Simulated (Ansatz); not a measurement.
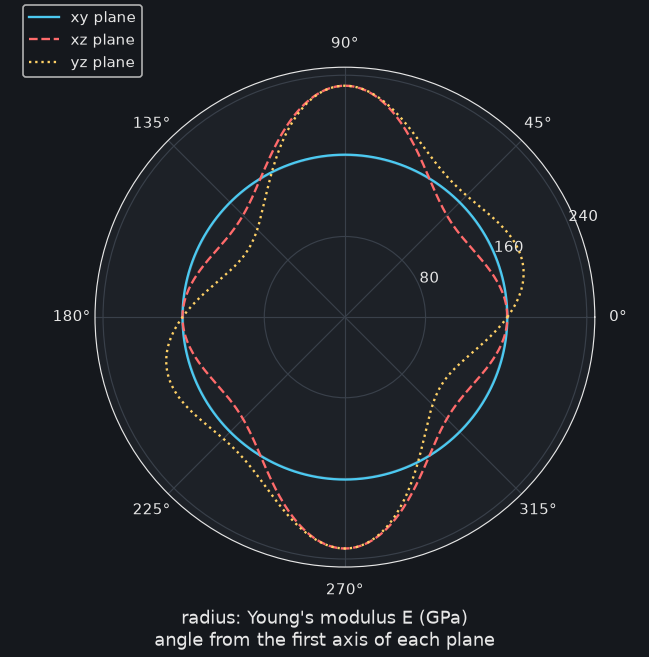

The picture above shows the Young's modulus as a function of direction in the xy, xz and yz planes.

Method: elastic stress-strain coefficients at zero temperature from small strains of the given cell, Voigt order xx yy zz yz xz xy, Cartesian axes of the cell vectors; plane waves with PAW datasets, Γ-centred k mesh (Ansatz 0.2.0). Level: PBEsol, no spin polarisation.

For which of these solids was it computed?
A. Ti₂O, P-3m1 (No. 164), 11.9 Å³/atom, ions relaxed
B. AlCu₃, Fm-3m (No. 225), 12.0 Å³/atom, ions relaxed
C. ZrS₂, P-3m1 (No. 164), 16.6 Å³/atom, ions relaxed

Answer. C, ZrS₂: E along x, y, z: 161, 161, 230 GPa. The others give: Ti₂O, E along x, y, z: 270, 270, 282 GPa; AlCu₃, E along x, y, z: 9.83, 9.83, 9.83 GPa.

For AlCu₃, limits of the calculation: metal sensitive to the k mesh.

For Ti₂O, limits of the calculation: metal sensitive to the k mesh; no spin polarisation, a magnetic state may lie lower.

For ZrS₂, limits of the calculation: metal sensitive to the k mesh; narrow smearing for a metal.
